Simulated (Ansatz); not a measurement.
```
CELL_PARAMETERS angstrom
4.43800 0.00000 0.00000
0.00000 4.43800 0.00000
0.00000 0.00000 4.43800
ATOMIC_POSITIONS crystal
Co 0.14000 0.14000 0.14000
Co 0.36000 0.86000 0.64000
Co 0.64000 0.36000 0.86000
Co 0.86000 0.64000 0.36000
Si 0.84300 0.84300 0.84300
Si 0.65700 0.15700 0.34300
Si 0.34300 0.65700 0.15700
Si 0.15700 0.34300 0.65700
```

Space group P2_13; spin-polarised.

Method: DFT PBE, scalar-relativistic, plane waves, PAW in Ansatz.

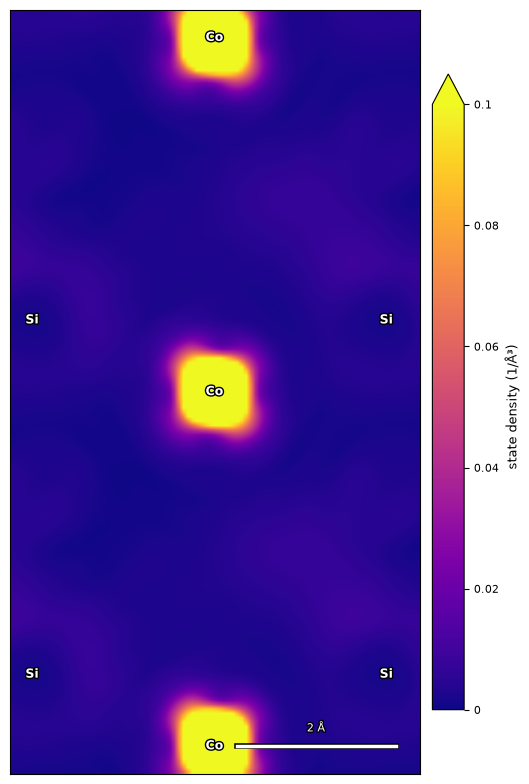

CoSi. Density of the Kohn–Sham states from 0.0 to +1.2 eV about the Fermi level (the empty states just over the Fermi level), scaled to one electron a cell: a map on the (010) plane of the conventional cell.

Core electrons are frozen (PAW), so the fields are smoothed inside the atomic spheres.

**Describe these states.**

Löwdin projections on the PAW files' atomic orbitals give Co 3d (70 %) and Si 3p (25 %).
In space (atomic cells sized by Bader volumes) the density divides as Co about 80 % and Si about 20 %.
It nearly vanishes midway along the shortest Co–Co contact.
Little of the density lies between the atoms' surroundings.
